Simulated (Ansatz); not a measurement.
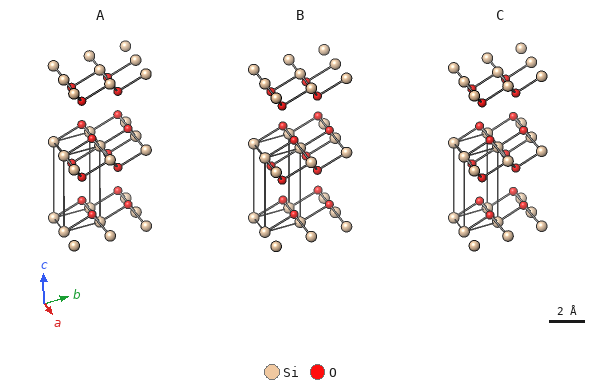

3 geometries from one relaxation of solid SiO2 (a generated structure, set up in P-1) (coarse preliminary run), in shuffled order. A ball-and-stick model of the cell of the calculation, repeated 2 × 2 × 2 with one cell outlined, seen from a free direction.

Theory: DFT PBE+D3(BJ), scalar-relativistic, plane waves, PAW in Ansatz 0.2.0. Set-up: plane-wave cutoff 420 eV; k-point mesh 8 × 8 × 4; occupations gaussian; smearing width 0.1 eV; no spin polarisation; cell and atoms relaxed; force threshold 0.04 eV/Å; at most 70 steps.

### Order the frames from highest to lowest energy.

B, A, C. They are steps 0, 1, 7, at +0.444 eV per cell of the calculation, +0.175 eV per cell of the calculation relative to the last. Over 5 accepted moves (7 points after the start) the energy falls by 0.444 eV per cell of the calculation. Largest force component: 1.6 eV/Å at the start, 0.0033 eV/Å at the end. The pressure goes from −20.42 to 0.06 GPa. The SCF was repeated twice at an unchanged geometry on a basis and grid sized afresh for the cell, which shifted the energy by 4.5 meV per cell of the calculation at most. The largest moves relative to the cell, 0.13 Å, are those of O atoms. Si stays in place. The volume changes by −6.0 %, with a 2.761 → 2.686 Å (−2.7 %), b 2.768 → 2.686 Å (−3.0 %), c 4.557 → 4.607 Å (+1.1 %), γ 118.4° → 120.0°. Among the contacts that change: O–Si 1.995 → 1.801 Å, O–Si 1.839 → 1.801 Å, O–Si 1.814 → 1.801 Å. Among the angles between lasting bonds that change: Si–O–Si 93.1° → 96.4°, O–Si–O 86.9° → 83.6°, O–Si–O 93.1° → 96.4°. The space group (tolerance 0.01 Å) goes from P-1 (No. 2) to P-3m1 (No. 164).
